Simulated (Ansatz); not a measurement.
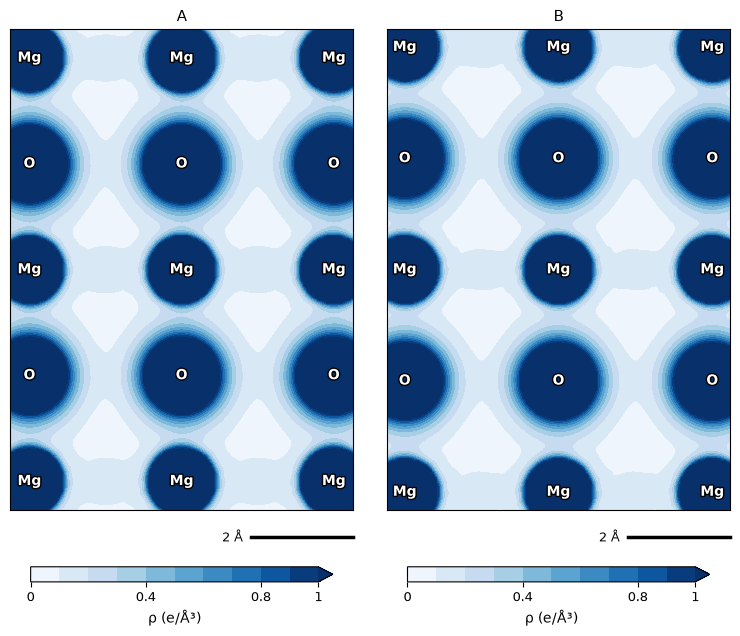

MgO. The valence electron density of two cells that differ in size and shape, on the (011̄) plane of each (indices in the axes of the calculation cell), at one length scale and on one colour scale: B has 9.7 Å³ an atom and A 9.0.

Theory: Ansatz 0.2.0, DFT, PBE, plane waves, PAW.

The density is the valence pseudo-density of a PAW calculation; it isn't the true density close to the nuclei.

The larger cell:

```
Mg O
1.0
     0.00000    2.16523    2.06673
     2.16523    0.00000    2.06673
     2.16523    2.16523    0.00000
Mg O
1 1
Cartesian
  0.0000 0.0000 0.0000
  2.1652 2.1652 2.0667
```

The smaller cell: a = 2.963 Å, b = 2.963 Å, c = 2.913 Å, α = 60.55°, β = 60.55°, γ = 58.90°.

**What changes from the larger cell to the smaller?**

From the larger cell to the smaller, Mg–O goes from 2.17 to 2.06 Å, and the density at its midpoint from 0.3 to 0.37 e/Å³; the pressure goes from −0.4 to 11 GPa; the Kohn–Sham gap goes from 4.3 eV to 5.0 eV.
